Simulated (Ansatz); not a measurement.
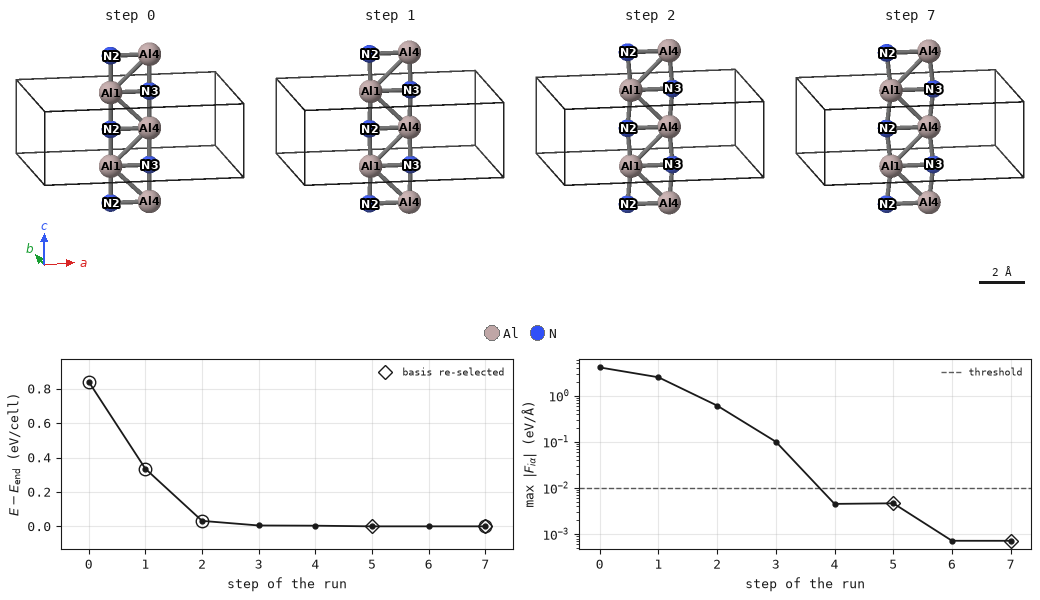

Frames of a relaxation of a wire of composition AlN, marked on the history of the run. A ball-and-stick model of the cell of the calculation, with the vacuum cut short, seen slightly off an axis.

Case: ladder chain of atoms.

Level of theory: Ansatz, DFT PBEsol, scalar-relativistic, plane waves, PAW. Settings: plane-wave cutoff 420 eV; k-point mesh 1 × 1 × 19; occupations gaussian; smearing width 0.05 eV; collinear spin; cell relaxed at fixed a, b, alpha, beta, gamma; force threshold 0.01 eV/Å; at most 45 steps.

Describe the path.

Over 5 accepted moves (7 points after the start) the energy falls by 0.840 eV per cell of the calculation. Largest force component: 4.1 eV/Å at the start, 0.00072 eV/Å at the end. At 2 points the geometry stayed and the basis and grid were re-selected for the new cell (energy shift of 3.8 meV per cell of the calculation at most each time). The largest moves relative to the layer's centre, 0.18 Å, are those of N2 and N3. Largest moves by element: N 0.18 Å, Al 0.02 Å. Along the periodic axis the drawn cell goes c 3.412 → 3.505 Å (+2.7 %). Some distances before and after: Al1–N3 1.791 → 1.951 Å, Al1–N2 1.706 → 1.764 Å. Bond angles that change, for instance: N2–Al1–N2 180.0° → 166.9°, Al4–N3–Al4 180.0° → 166.9°, N2–Al1–Al4 133.6° → 141.6°. The program noted that the starting moments weren't kept. From step 0 to 1: N atoms move most (0.05 Å), energy −0.505 eV per cell of the calculation. From step 1 to 2: N atoms move most (0.09 Å), energy −0.302 eV per cell of the calculation. From step 2 to 7: N atoms move most (0.04 Å), energy −31.8 meV per cell of the calculation.
